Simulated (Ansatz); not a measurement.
```xyz
9
Lattice="4.2144 0.0000 0.0000 0.0000 4.2144 0.0000 0.0000 0.0000 26.9201" Properties=species:S:1:pos:R:3 pbc="T T T"
P     0.0000    2.1072    7.5000
In    2.1072    2.1072    8.9900
P     2.1072    0.0000   10.4800
In    0.0000    0.0000   11.9700
P     0.0000    2.1072   13.4601
In    2.1072    2.1072   14.9501
P     2.1072    0.0000   16.4401
In    0.0000    0.0000   17.9302
P     0.0000    2.1072   19.4202
```

Not relaxed (largest force 0.4 eV/Å); computed without spin polarisation.

Method: DFT PBE, scalar-relativistic, plane waves, PAW (Ansatz 0.2.0).

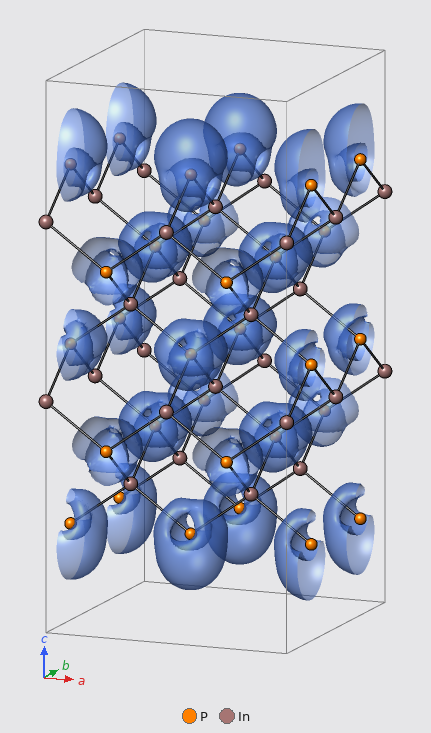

In4P5 (slab). Isosurface of the electron localisation function at 0.75 (blue), seen slightly off an axis. Core shells and regions of very low density are left out. Sticks mark near contacts.

In a PAW calculation such maps are meaningful between the atoms, not at the nuclei.

Question: Where are the electrons localised?

Answer: The surface consists of five regions wrapped around P (the valence shell of each), counted in one cell of 9 atoms. Counts are for one cell; the picture repeats the cell along the surface.

Values along the shortest contacts:
In–P (2.58 Å): the ELF peaks at about 0.90 in the valence shell of P, 0.9 Å from its nucleus, and is about 0.55 at the midpoint.

Question: Metal or insulator at this level of theory?

Answer: It is metallic or semimetallic at this level of theory: no gap opens.
